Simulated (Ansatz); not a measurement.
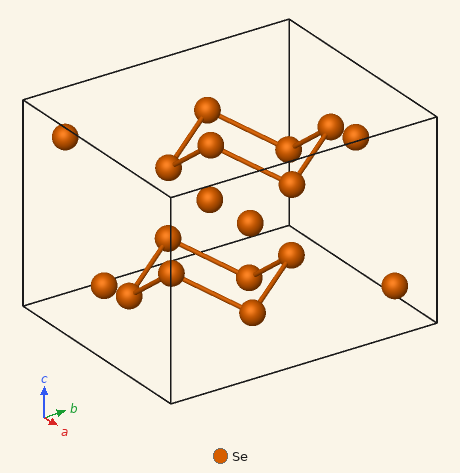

Se, space group R-3:H (No. 148), a = 11.053 Å, b = 11.053 Å, c = 5.610 Å, α = 90.00°, β = 90.00°, γ = 120.00°

```csv
site,Wyckoff,x,y,z
Se,18f,0.8359,0.5441,0.4299
```

Origin: the end point of a relaxation with Ansatz, DFT, PBE, plane waves (420 eV) with PAW, scalar-relativistic.

Compute the Voronoi cell of each site (no radii): faces and volume.

Answer.
| site | faces above 1 % of the sphere | volume (Å³) | solid angle by neighbour (%) |
| --- | --- | --- | --- |
| Se | 10 | 32.98 | Se 100 |

Weighted by multiplicity the volumes add up to the cell volume, 593.6 Å³.

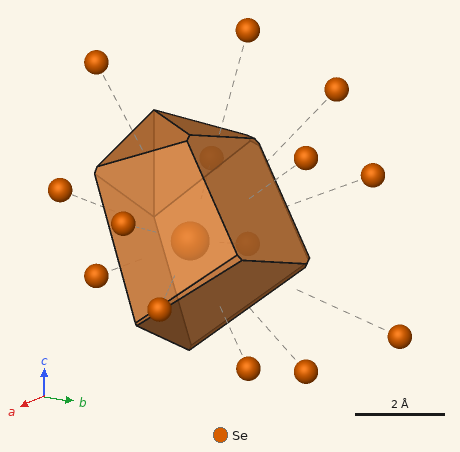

The computed Voronoi cell of Se, with the neighbours that bound it.
